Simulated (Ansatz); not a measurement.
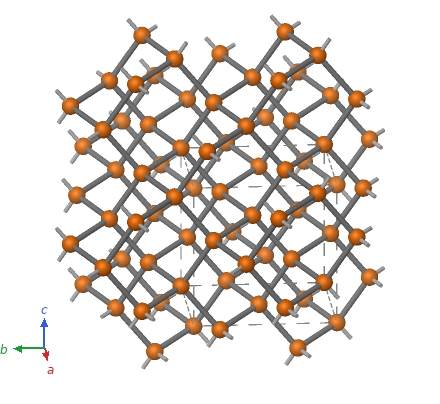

A cut-out of a periodic net derived from a crystal structure. Nodes are coloured by topological kind. Edges to nodes outside the piece are drawn as stubs.

**Classify the net: periodicity, connectivity, name.**

A uninodal 4-connected, three-periodic net. It is the dia net, known from diamond, zinc blende and cristobalite.

**Give point symbol and coordination sequence.**

6^6, sequence 4, 12, 24, 42, 64, 92.

The net was derived as follows. C (space group Fd-3m, No. 227). Coordinates: a calculation's input that goes back to an entry of the Crystallography Open Database (an earlier step may have relaxed or displaced it). Bonds are taken as C–C below 1.7 Å; no other contact counts. Atoms with one bond or none are removed and atoms with two bonds are replaced by edges, until no such atom is left. C is a 4-connected node.
